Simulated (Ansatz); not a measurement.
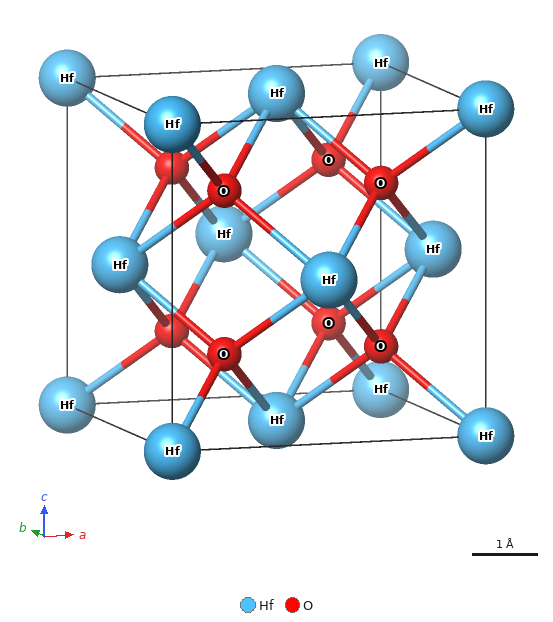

Fig. 1: The starting structure (ball-and-stick view of the cell 4 times as large as that of the calculation, set on its symmetry axes, seen slightly off an axis). An atom can appear more than once, as a periodic image. Near neighbours in the periodic cell (some may lie outside the picture): Hf has 8 O at 2.21 Å; O has 4 Hf at 2.21 Å.

**Geometry relaxation, with input and output: HfO2**

- system: HfO2 (Fm-3m, 3 atoms in the cell)
- method: DFT PBE, scalar-relativistic, plane waves, PAW, no spin polarisation (Ansatz 0.2.0)

The structure was made by a generator, so it may or may not be a known phase.

Input file:
```yaml
crystal:
  lattice:
    - [0.0, 2.5488057759, 2.5488057759]
    - [2.5488057759, 0.0, 2.5488057759]
    - [2.5488057759, 2.5488057759, 0.0]
  atoms:
    - { symbol: Hf, position: [0.0, 0.0, 0.0] }
    - { symbol: O, position: [0.25, 0.25, 0.25] }
    - { symbol: O, position: [0.75, 0.75, 0.75] }
basis:
  ecutwfc: 420
kpoints:
  mp_grid: { grid: [8, 8, 8] }
hamiltonian:
  xc: pbe
scf:
  occupations: { method: fixed }
output:
  forces: true
  stress: true
  eigenvalues: true
  write_density: true
  write_potential: true
  elf: true
  volumetric_format: npy
relax:
  adjacent_minimum: "off"
  f_tol: 0.001
  max_steps: 60
  cell: { stress_tol: 0.01 }
```

Hardware: 1 thread of Intel Xeon @ 2.50GHz (Skylake/Cascade Lake), 189 GiB of memory available, shared host.

Launch command:
```bash
ansatz run input.yaml --threads 1 --pin off --max-ram 2560MiB --backend cpu --events-out ev --progress --plain --runs-dir out
```

The program's output:
```
Engine: ansatz 0.2.0, x86_64-unknown-linux-gnu
Pseudopotentials: kind: paw
Pseudopotential: Hf, paw, valence charge 26, recommended cutoff 420 eV (normal), Hf.paw.azcp
Pseudopotential: O, paw, valence charge 6, recommended cutoff 420 eV (normal), O.paw.azcp
Functional definition: PBE
  parameter kappa = 0.804
  parameter beta = 0.06672455060314922
  exchange = pbe_x(kappa = kappa, mu = beta*pi^2/3)
  correlation = pbe_c(beta = beta)
Crystal: 3 atoms, lattice volume = 33.116 Å³
Basis set: ecut = 420 eV, 645 PW (Γ), exchange–correlation on 50×50×50 points (8 copies of the dense FFT grid, shifted against one another)
Bands: 23, of which v1, the nominal top of the filled ones, is band 19 counted from 1 (18 counted from 0)
Symmetry: 48 space group operations
Space group: Fm-3m (ITA 225), of the structure as read, at distance tolerance 3.2e-5 Å
k-points: 29 of 512
Non-local potential: Hf, projectors of the file, l = 0: 3, l = 1: 2, l = 2: 2, l = 3: 3
Non-local potential: O, projectors of the file, l = 0: 2, l = 1: 2, l = 2: 1
PAW form: soft (Blöchl's): semilocal exchange-correlation on the pseudo side does not see the compensation charge
PAW one-centre angular grid: Hf, 590 points (default); XC on 64 Gauss nodes
PAW one-centre angular grid: O, 110 points (default); XC on 64 Gauss nodes
Initial density: superposition of atomic densities (neutral atoms: chi_scale 0, normalization atom), corrected by the library's trained network
Initial wavefunctions: pseudopotential atomic-orbital guess
Functional: x = pbe(κ = 0.804, μ = 0.2195149727645171), c = pbe(β = 0.06672455060314922)
SCF iter   1: F=—  HF=-16861.409001 eV  |F-HF|=—  |Δ(HF+E_count)|=         —  Δρ=2.42e-3  dr2=1.38e-3  ethr=1.77e-3  ⟨swp⟩=4.0  Hψ=2186  notcnv=0  defer=57
preconditioner: auto → none  [insulator: Δε(μ)=3.764 eV  Ē_g=18.198 eV  n_scr=14 (ndim 8)  ℏωp=38.7 eV  f_vac=0.064  ε∞_Penn≈5.5]
SCF iter   2: F=—  HF=-16861.409938 eV  |F-HF|=—  |Δ(HF+E_count)|=   9.38e-4  Δρ=1.82e-3  dr2=7.76e-4  ethr=3.64e-6  ⟨swp⟩=2.0  Hψ=1441  notcnv=0  defer=58
SCF iter   3: F=—  HF=-16861.409845 eV  |F-HF|=—  |Δ(HF+E_count)|=   9.36e-5  Δρ=6.87e-4  dr2=5.97e-5  ethr=2.04e-6  ⟨swp⟩=2.0  Hψ=1042  notcnv=0  defer=58
SCF iter   4: F=—  HF=-16861.410124 eV  |F-HF|=—  |Δ(HF+E_count)|=   2.79e-4  Δρ=1.08e-4  dr2=3.23e-6  ethr=1.57e-7  ⟨swp⟩=2.0  Hψ=1238  notcnv=0  defer=53
SCF iter   5: F=—  HF=-16861.410123 eV  |F-HF|=—  |Δ(HF+E_count)|=   6.10e-7  Δρ=5.41e-5  dr2=6.51e-7  ethr=8.49e-9  ⟨swp⟩=2.0  Hψ=1024  notcnv=0  defer=53
SCF iter   6: F=-16861.410123 eV  HF=-16861.410123 eV  |F-HF|=3.38e-8  |Δ(HF+E_count)|=   1.02e-7  Δρ=2.32e-5  dr2=9.46e-8  ethr=2.63e-10  ⟨swp⟩=9.4  Hψ=5339  notcnv=0
SCF 1 converged in 6 iterations: F = -16861.410123 eV  dr2 = 9.46e-8
  greatest PAW one-centre occupation: 0.999 electrons in one spin orbital (limit 2), on the Hf atom at site 0 (counted from 0), in its partial waves of l = 3
relax step   1: F+E_penalty+E_count = -16861.41012326 eV  Δ(F+E_penalty+E_count) = +0.000e0 eV  max|allowed force component| = 2.313e-18 eV/Å  Δτ_max = 0.0000 Å  P = -0.005 GPa  Ω = 33.116 Å³  (6 SCF iters, dr2 threshold 1.00e-7 eV, accepted)
Initial density: handed on by an earlier stage of this run
Initial wavefunctions: pseudopotential atomic-orbital guess (no wavefunctions were taken with the density)
iter 1 solved again at ethr=3.65e-8 eV; its pass at ethr=3.10e-3 eV (dr2=1.39e-5 eV) is discarded
SCF iter   1: F=—  HF=-16861.410018 eV  |F-HF|=—  |Δ(HF+E_count)|=         —  Δρ=2.09e-5  dr2=6.52e-8  ethr=3.65e-8  ⟨swp⟩=3.3  Hψ=4164  notcnv=0  defer=58
preconditioner: auto → none  [insulator: Δε(μ)=3.746 eV  Ē_g=18.203 eV  n_scr=14 (ndim 8)  ℏωp=38.7 eV  f_vac=0.071  ε∞_Penn≈5.5]
SCF iter   2: F=—  HF=-16861.410123 eV  |F-HF|=—  |Δ(HF+E_count)|=   1.05e-4  Δρ=9.99e-6  dr2=1.34e-8  ethr=1.72e-10  ⟨swp⟩=2.2  Hψ=1240  notcnv=0  defer=54
SCF iter   3: F=—  HF=-16861.410123 eV  |F-HF|=—  |Δ(HF+E_count)|=   7.69e-9  Δρ=4.06e-6  dr2=2.96e-9  ethr=3.53e-11  ⟨swp⟩=2.0  Hψ=955  notcnv=0  defer=54
SCF iter   4: F=—  HF=-16861.410123 eV  |F-HF|=—  |Δ(HF+E_count)|=  4.51e-10  Δρ=1.36e-6  dr2=6.20e-10  ethr=7.79e-12  ⟨swp⟩=2.0  Hψ=1101  notcnv=0  defer=54
SCF iter   5: F=—  HF=-16861.410123 eV  |F-HF|=—  |Δ(HF+E_count)|=  6.91e-11  Δρ=3.09e-7  dr2=1.49e-11  ethr=1.63e-12  ⟨swp⟩=2.8  Hψ=1175  notcnv=0  defer=54
SCF iter   6: F=—  HF=-16861.410123 eV  |F-HF|=—  |Δ(HF+E_count)|=  3.64e-11  Δρ=1.73e-7  dr2=7.26e-12  ethr=1.00e-12  ⟨swp⟩=1.3  Hψ=676  notcnv=0  defer=54
SCF iter   7: F=-16861.410123 eV  HF=-16861.410123 eV  |F-HF|=3.64e-12  |Δ(HF+E_count)|=  7.28e-12  Δρ=3.22e-8  dr2=3.27e-13  ethr=1.00e-12  ⟨swp⟩=7.0  Hψ=3554  notcnv=0
SCF 2 converged in 7 iterations: F = -16861.410123 eV  dr2 = 3.27e-13
relax step   2: F+E_penalty+E_count = -16861.41012330 eV  Δ(F+E_penalty+E_count) = -3.430e-8 eV  max|allowed force component| = 2.120e-18 eV/Å  Δτ_max = 0.0000 Å  P = -0.004 GPa  Ω = 33.116 Å³  stress off target by 4.02e-3 GPa  SCF on the basis re-selected at this cell (its energy is not comparable with the rows above)  (7 SCF iters)
```

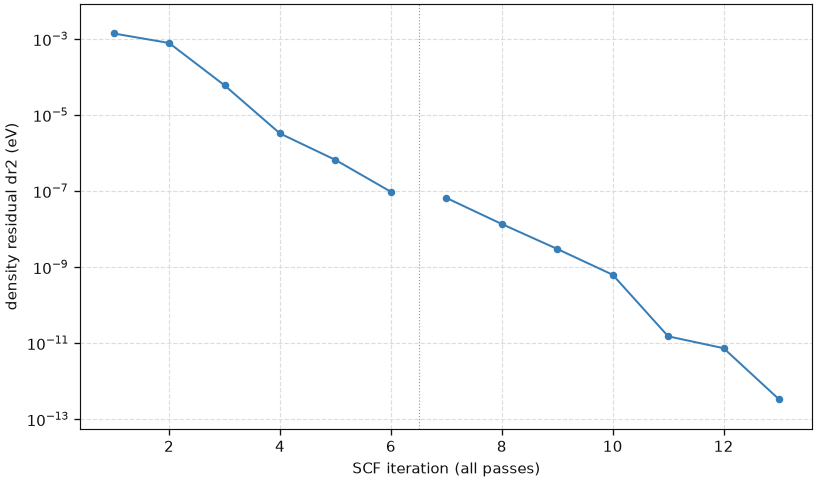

Fig. 2: Convergence of the self-consistent field: density residual dr2 against the SCF iteration. The dotted lines part the SCF passes of the relaxation: geometry steps, rejected trials and re-solves on a re-selected basis. The passes take 6 and 7 iterations.

```
basis re-selected at this cell: Δ(F+E_penalty+E_count) = -3.430e-8 eV, ΔP = +0.001 GPa vs the last step (what re-selecting the basis moved, of the pressure what is left beyond the Pulay correction that the steps carried, after the strain that the cell walked since its last selection, with what the two solves' SCF thresholds leave and, on support functions, any second-order correction that the steps lacked; it is no measure of the basis error at this ecutwfc). This SCF's stress stands 4.02e-3 GPa from its target on what of the cell is left free (relax.cell.stress_tol is 1.00e-2 GPa) and its largest allowed force component is 2.12e-18 eV/Å (relax.f_tol is 1.00e-3 eV/Å): within both
SCF converged after 7 iterations
Free energy (F): -16861.410123 eV
Harris-Foulkes:  -16861.410123 eV  (|F-HF|=3.64e-12)
Internal energy: -16861.410123 eV  (E = F + TS)
E sigma→0 (E₀):  -16861.410123 eV
Fermi energy:    15.729107 eV
--- Per-component energies (eV) ---
  E_band       = 40.213184
  E_kinetic    = 770.766924
  E_local      = -5782.485141  (includes V_loc(G=0)·N_el)
  E_nonlocal   = -1147.453578
  E_hartree    = 2649.094917
  E_xc         = -447.581137
  E_vxc        = -454.596095  (∫ρ·V_xc dr)
  E_paw        = -7242.404182  (= ΣΔE_a)
  E_vpaw       = 1355.786225  (= ΣTr[D̂ρ^β])
  E_aug_tail   = 0.005008  (compensation charges beyond the density's cutoff)
  E_ewald      = -5661.352934
  E_smearing   = -0.000000  (= −TS)
  E_closure    = 0.000000  (closes the sum)
  Σ components = -16861.410123   (vs F -16861.410123, Δ=0.00e0)
--- Forces (eV/Å), atoms counted from 1 ---
  atom   1  Hf    -0.00000000     0.00000000     0.00000000
  atom   2  O     -0.00000000     0.00000000     0.00000000
  atom   3  O      0.00000000    -0.00000000     0.00000000
  max |Σ_I F_I| component: 2.31e-18 eV/Å
--- Stress (GPa, compression-positive) ---
       -0.004019       0.000000       0.000000
       -0.000000      -0.004019       0.000000
       -0.000000      -0.000000      -0.004019
  P = ⅓ Tr σ = -0.0040 GPa (-0.040 kbar)
--- Band table (eV; the first three rows and the last of 29) ---
  k-point 0: bands = ["-45.3804", "-13.9102", "-13.9102", "-13.9102", "-2.9438", "-0.1624", "4.7229", "4.7229", "4.7229", "4.7862", "4.7862", "4.7862", "4.9859", "10.4370", "10.4370", "10.4370", "15.1182", "15.1182", "15.1182", "19.5753", "19.5753", "21.3859", "25.9622"]
  k-point 1: bands = ["-45.3785", "-13.9741", "-13.9171", "-13.9171", "-2.7455", "-0.2995", "4.7259", "4.7259", "4.7267", "4.7809", "4.7809", "4.7864", "4.9425", "10.5876", "10.5876", "10.8541", "14.6590", "14.8394", "14.8394", "19.8531", "19.8531", "21.9972", "25.2874"]
  k-point 2: bands = ["-45.3739", "-14.1228", "-13.9340", "-13.9340", "-2.2743", "-0.5838", "4.7320", "4.7320", "4.7385", "4.7705", "4.7705", "4.7867", "4.8649", "10.9575", "10.9575", "11.8177", "13.7488", "14.3257", "14.3257", "20.2700", "20.2700", "22.6529", "24.7781"]
  k-point 28: bands = ["-45.3632", "-14.1893", "-14.1893", "-14.0292", "-1.0694", "-1.0694", "4.7490", "4.7508", "4.7516", "4.7562", "4.7562", "4.7768", "4.7768", "10.4951", "10.7062", "13.1738", "13.1738", "14.3142", "15.5248", "20.4832", "20.8153", "22.6738", "22.6738"]
--- Relaxed structure (1 steps of the walk, 1 accepted, 1 SCFs on fresh bases) ---
  F+E_penalty+E_count = -16861.41012330 eV   max|allowed force component| = 2.120e-18 eV/Å   (the final SCF, on the basis selected at the relaxed cell)
  cell:  # Å, volume = 33.1162 Å³
    - [0.0, 2.5488057759, 2.5488057759]
    - [2.5488057759, 0.0, 2.5488057759]
    - [2.5488057759, 2.5488057759, 0.0]
  atoms:
    - { symbol: Hf, position: [0.0, 0.0, 0.0] }
    - { symbol: O, position: [0.25, 0.25, 0.25] }
    - { symbol: O, position: [0.75, 0.75, 0.75] }
```

Trajectory as extended XYZ (Å, eV, eV/Å), 2 frames, from step=1 to step=2:
```
3
Lattice="0.0000 2.5488 2.5488 2.5488 0.0000 2.5488 2.5488 2.5488 0.0000" Properties=species:S:1:pos:R:3:forces:R:3 step=1 energy=-16861.41012 pressure_GPa=-0.01
Hf    0.0000    0.0000    0.0000    0.0000   0.0000   0.0000
O     1.2744    1.2744    1.2744    0.0000   0.0000   0.0000
O     3.8232    3.8232    3.8232    0.0000   0.0000   0.0000
3
Lattice="0.0000 2.5488 2.5488 2.5488 0.0000 2.5488 2.5488 2.5488 0.0000" Properties=species:S:1:pos:R:3:forces:R:3 step=2 energy=-16861.41012 pressure_GPa=-0.00
Hf    0.0000    0.0000    0.0000    0.0000   0.0000   0.0000
O     1.2744    1.2744    1.2744    0.0000   0.0000   0.0000
O     3.8232    3.8232    3.8232    0.0000   0.0000   0.0000
```

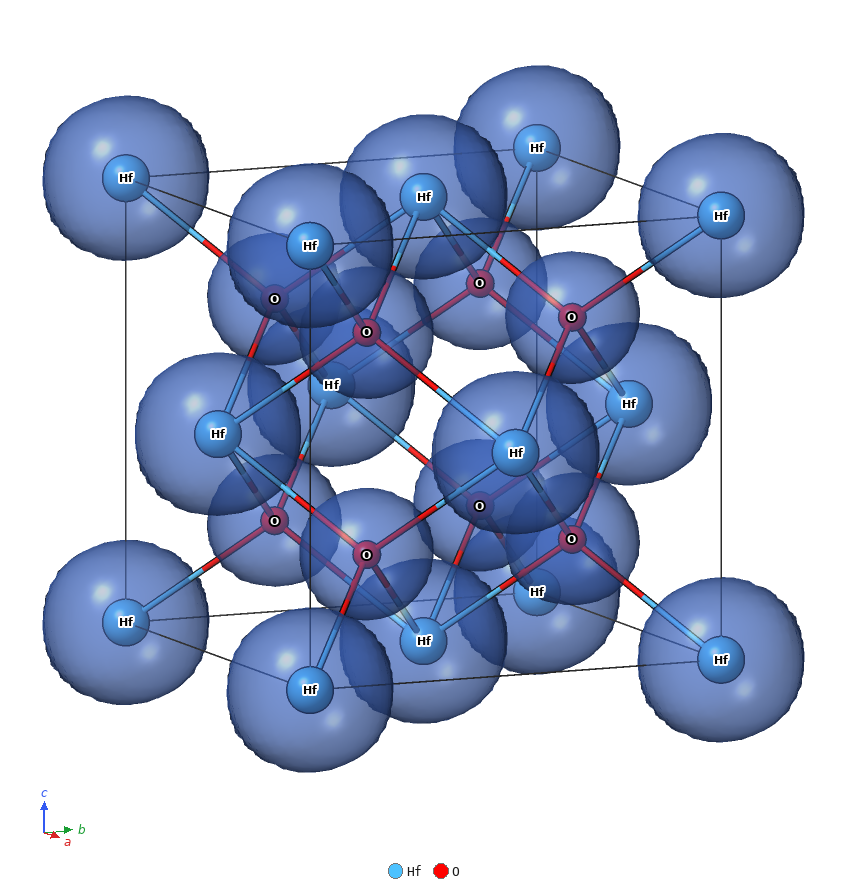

Fig. 3: Isosurface of the valence pseudo-density at 1 e/Å³ (blue), seen at an oblique angle. Sticks mark near contacts. The outline is the cell set on symmetry axes. At this value the density breaks into separate islands; it holds about 80 % of the electrons treated as valence (semicore included). It is pinched off along the Hf–O (2.21 Å) contacts. On the grid the lowest density along these lines, outside the cores, is 0.53 e/Å³ (Hf–O, 2.21 Å). Core electrons are frozen (PAW), so the fields are smoothed inside the atomic spheres.

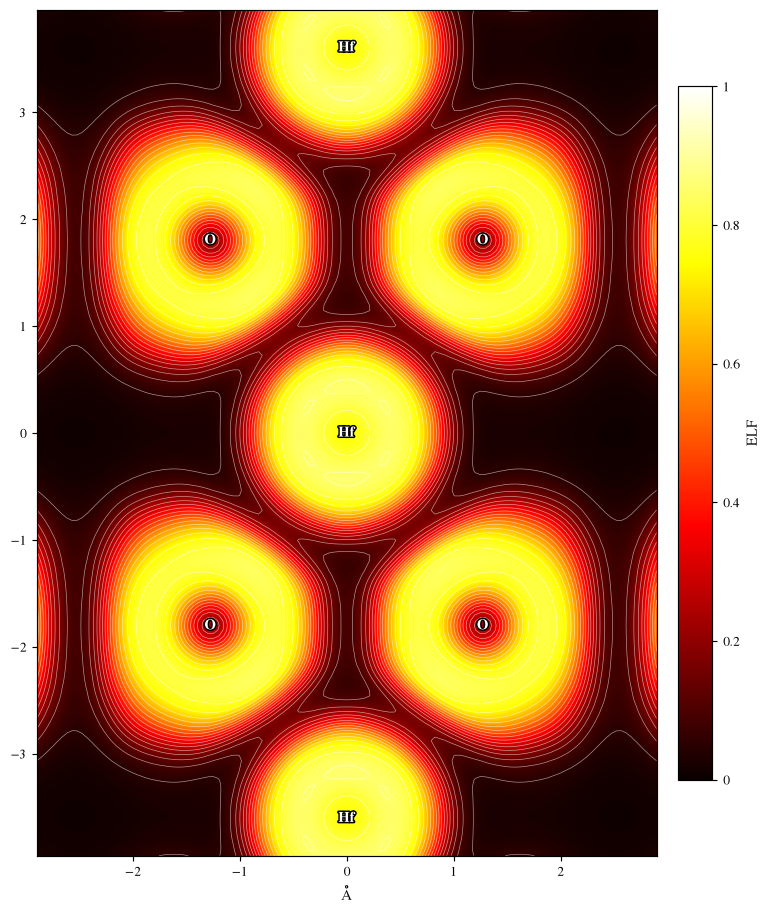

Fig. 4: Electron localisation function on the (011) plane of the conventional cell. The section cuts through Hf and O sites. Hf–O (2.21 Å): the ELF peaks at about 0.85 in the valence shell of O, 0.6 Å from its nucleus, and drops to about 0.15 between the two atoms. The strong features right at Hf lie inside the PAW spheres (semicore, d or f shells) and say nothing about bonding.

Results in brief:

| quantity | value |
| --- | --- |
| outcome | converged |
| space group (tolerance 0.01 Å) | Fm-3m (225) |
| electrons treated | 38 |
| free energy | −16861.4101 eV |
| Fermi energy | 15.729 eV |
| gap on the k-point mesh | 3.75 eV |
| pressure | 0.00 GPa |
| final volume | 33.12 Å³ |
| largest force (length of the vector) at the end | under 0.001 eV/Å |
| final cell | a = 3.605 Å, b = 3.605 Å, c = 3.605 Å, α = 60.00°, β = 60.00°, γ = 60.00° |
| wall time | 6.8 s |
| peak memory | 0.34 GiB |

Spin–orbit coupling is left out, which matters for Hf.
